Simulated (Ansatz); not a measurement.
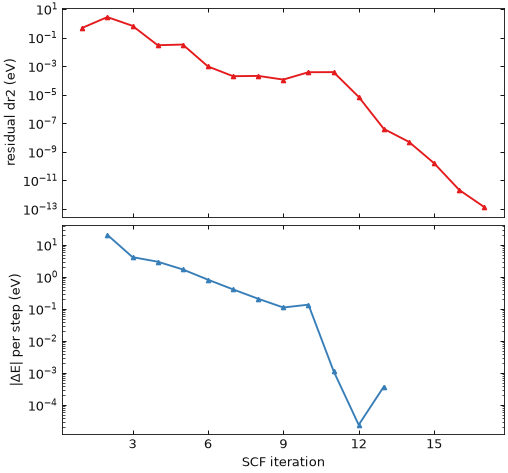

The plot shows the SCF iterations of a calculation: density residual dr2, step-to-step change of the Harris–Foulkes energy. Energy differences below 3 × 10⁻⁶ eV aren't drawn. dr2 is the charge part; the magnetisation has a residual of its own.

MgB2 (3 atoms in the cell), run with Ansatz.

```
crystal:
  lattice:
    - [3.0243284264, 0.0, 0.0]
    - [-1.5121642132, 2.6191452466, 0.0]
    - [0.0, 0.0, 3.4275776675]
  atoms:
    - { symbol: Mg, position: [0.0, 0.0, 0.0] }
    - { symbol: B, position: [0.3333333333, 0.6666666667, 0.5] }
    - { symbol: B, position: [0.6666666667, 0.3333333333, 0.5] }
basis:
  ecutwfc: 420
kpoints:
  mp_grid: { grid: [15, 15, 12] }
hamiltonian:
  xc: pbe
scf:
  occupations: { method: gaussian, width: 0.1 }
  max_iter: 80
output:
  forces: true
  eigenvalues: true
  stress: true
magnetization:
  spin_polarized: true
  initial_magnetization: 7
```

Command:
```bash
ansatz run input.yaml --threads 1 --pin off --max-ram 2560MiB --backend cpu --events-out ev --progress --plain --runs-dir out
```

Did the calculation converge?

Answer. The run converged; it took 17 iterations. The residual falls unevenly and jumps up by a factor of two or more twice on the way down. The program keeps the magnetisation out of the quasi-Newton mixer until iteration 8 and then restarts the mixer with it.

What is the residual at the start and at the end?

Answer. It starts near 0.5 and ends near 10⁻¹³ eV.

Is anything amiss with this input?

Answer. The input holds an odd setting (an impossible spin). The SCF closed; whether the result suffers can't be told from this run alone.
